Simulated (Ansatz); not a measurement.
Consider TaSi₂.

Space group P6_422; the calculation finds a residual pressure of about 2 GPa at this fixed cell.

The calculation's input:

```
crystal:
  lattice:
    - [4.7839, 0.0, 0.0]
    - [-2.39195, 4.1429789292, 0.0]
    - [0.0, 0.0, 6.57]
  atoms:
    - { symbol: Ta, position: [0.5, 0.0, 0.0] }
    - { symbol: Ta, position: [0.5, 0.5, 0.6666666667] }
    - { symbol: Ta, position: [0.0, 0.5, 0.3333333333] }
    - { symbol: Si, position: [0.15897, 0.31794, 0.0] }
    - { symbol: Si, position: [0.84103, 0.15897, 0.6666666667] }
    - { symbol: Si, position: [0.68206, 0.84103, 0.3333333333] }
    - { symbol: Si, position: [0.84103, 0.68206, 0.0] }
    - { symbol: Si, position: [0.15897, 0.84103, 0.6666666667] }
    - { symbol: Si, position: [0.31794, 0.15897, 0.3333333333] }
basis:
  ecutwfc: 500
  fft_grid_basis: typed
kpoints:
  mp_grid: { grid: [9, 9, 6] }
hamiltonian:
  xc: pbe
  pseudopotentials: { kind: paw }
scf:
  occupations: { method: gaussian, width: 0.05 }
output:
  forces: true
  stress: true
  eigenvalues: true
  bader: true
  write_density: true
  volumetric_format: npy
  elf: true
```

Run with:

```sh
ansatz run input.yaml --threads 2 --pin off --max-ram 4096MiB --backend cpu --events-out ev --progress --plain --runs-dir out
```

The picture shows the conventional cell (a = 4.78 Å, b = 4.78 Å, c = 6.57 Å, α = 90.00°, β = 90.00°, γ = 120.00°).

The calculation used Ansatz, DFT PBE, scalar-relativistic, plane waves, PAW.

Question: How does the converged density differ from a superposition of free atoms?

Answer: Si–Si (2.56 Å): Δρ is +0.05 e/Å³ at the midpoint. Si–Ta (2.61 Å): Δρ is +0.05 e/Å³ at the midpoint. Ta–Ta (3.24 Å): Δρ is +0.016 e/Å³ at the midpoint. Over the whole cell, outside the masked cores, the largest gain, 0.06 e/Å³, lies 1.4 Å from a silicon nucleus and 1.8 Å from a tantalum one, and the largest loss lies at the edge of the masked core of Si. The rearranged charge, half the integral of |Δρ|, is about 0.20 e an atom. Bader charges: Ta +0.86 and Si −0.43 e. Among metals such charges hang on how the charge between the atoms is shared out.

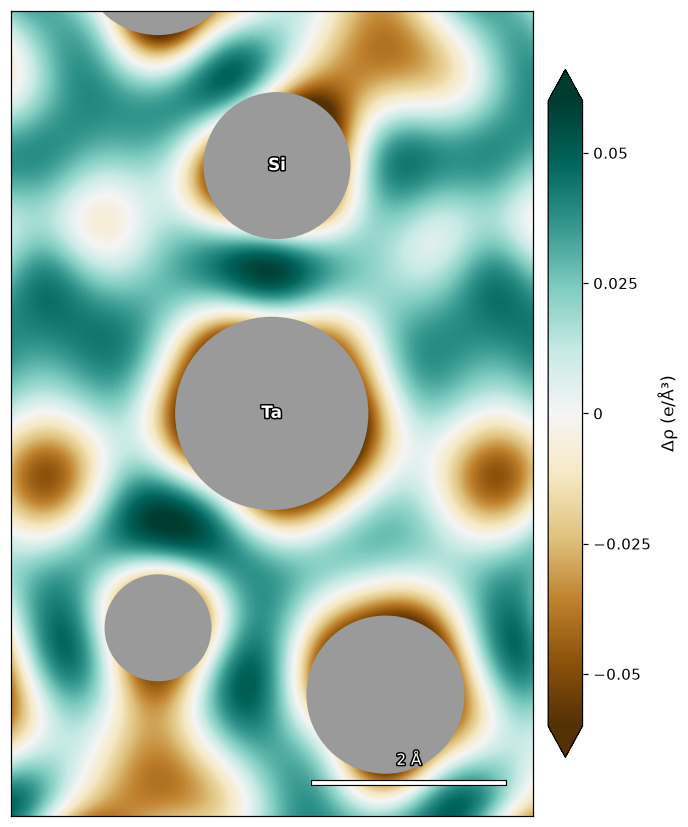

Computed deformation density: a map on the (011) plane of the conventional cell, with grey discs over the atomic cores.

Cores are masked to 1.0 Å (Ta) and 0.8 Å (Si).

In a PAW calculation such maps are meaningful between the atoms, not at the nuclei.

Cost of the run: 110 s on 2 threads of AMD EPYC 7R43 64-Core Processor (Zen 3), with other jobs on the host, peak memory 0.59 GiB.
